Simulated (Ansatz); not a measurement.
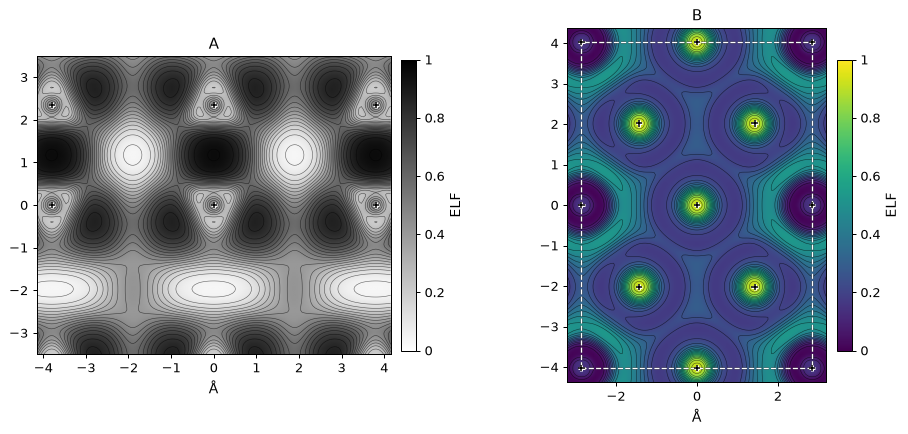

The electron localisation function of 2 systems, each on a plane through atoms (crosses mark nuclei in the plane).

All numbers below come from DFT LDA, scalar-relativistic, plane waves, PAW in Ansatz.

System 1: Si, the (010) plane of the conventional cell. Space group P6₃/mmc; a structure from a database of computed crystals, not necessarily the ambient phase.

```cif
data_structure
_symmetry_space_group_name_H-M 'P 1'
_symmetry_Int_Tables_number 1
_cell_length_a 3.8020
_cell_length_b 3.8020
_cell_length_c 6.2891
_cell_angle_alpha 90.000
_cell_angle_beta 90.000
_cell_angle_gamma 120.000
_cell_volume 78.73
loop_
_atom_site_label
_atom_site_type_symbol
_atom_site_fract_x
_atom_site_fract_y
_atom_site_fract_z
_atom_site_occupancy
Si1 Si 0.33333 0.66667 0.06303 1
Si2 Si 0.66667 0.33333 0.56303 1
Si3 Si 0.33333 0.66667 0.43697 1
Si4 Si 0.66667 0.33333 0.93697 1
```

System 2: AlCu3, the (110) plane of the conventional cell. Space group Fm-3m; a structure from a database of computed crystals, not necessarily the ambient phase; computed without spin polarisation.

```
Al Cu
1.0
     5.69914    0.00000    0.00000
     0.00000    5.69914    0.00000
     0.00000    0.00000    5.69914
Al Cu
4 12
Direct
  0.00000 0.00000 0.00000
  0.50000 0.50000 0.00000
  0.50000 0.00000 0.50000
  0.00000 0.50000 0.50000
  0.50000 0.00000 0.00000
  0.00000 0.50000 0.00000
  0.00000 0.00000 0.50000
  0.50000 0.50000 0.50000
  0.25000 0.25000 0.25000
  0.75000 0.75000 0.25000
  0.75000 0.25000 0.75000
  0.25000 0.75000 0.75000
  0.75000 0.25000 0.25000
  0.25000 0.75000 0.25000
  0.25000 0.25000 0.75000
  0.75000 0.75000 0.75000
```

### Which map belongs to which system?

Panel A is system 1, Si: the plane holds Si. Si–Si (2.35 Å): the ELF peaks at about 0.95 between the atoms: a shared electron pair. Panel B is system 2, AlCu3: the plane holds Al and Cu. Al–Cu (2.47 Å): the ELF is about 0.40 at the midpoint.
